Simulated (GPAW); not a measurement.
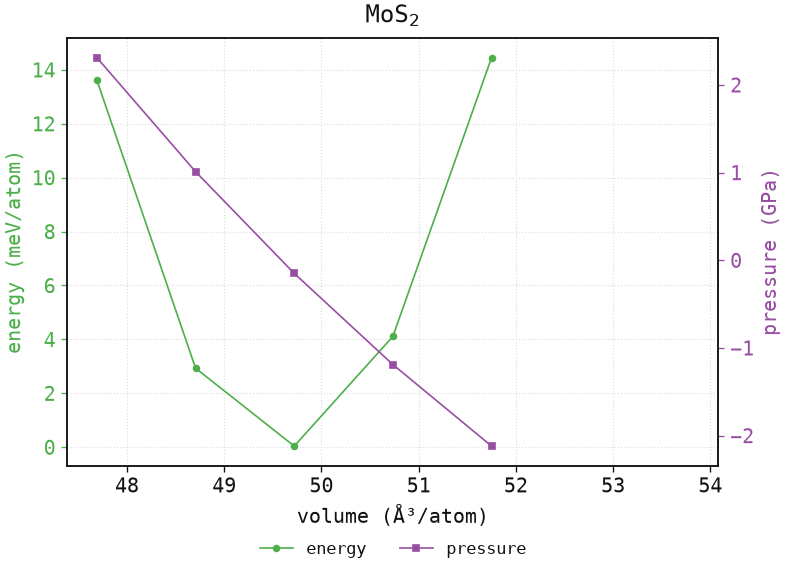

The plot gives the computed energy and pressure against volume for MoS₂, space group P-6m2 (No. 187).

Cell as given: a = 3.184 Å, b = 3.184 Å, c = 17.335 Å, α = 90.00°, β = 90.00°, γ = 120.00°; 3 atoms.

Method: PAW DFT in plane waves, on a grid or in atomic orbitals, no spin polarisation; energies at scaled volumes of the given cell, shape and fractions fixed, counted from the fit's minimum, third-order Birch-Murnaghan fit (GPAW 26.7.0). Level: PBEsol.

k mesh 10×10×2; occupations Fermi–Dirac; smearing width 0.05 eV; potentials PAW data sets made by gpaw setup for the functional; wave cutoff 600 eV; program settings basis pw.

The points at volume 52.76 Å³/atom and 53.78 Å³/atom are left out of the plot. What values does the calculation give there?

```tsv
volume (Å³/atom)	energy (meV/atom)	pressure (GPa)
52.76	30.37	-2.96
53.78	51.31	-3.71
```

Limits of the calculation: shape and atomic fractions are frozen while scaling, which makes layered, chain and framework solids too stiff.
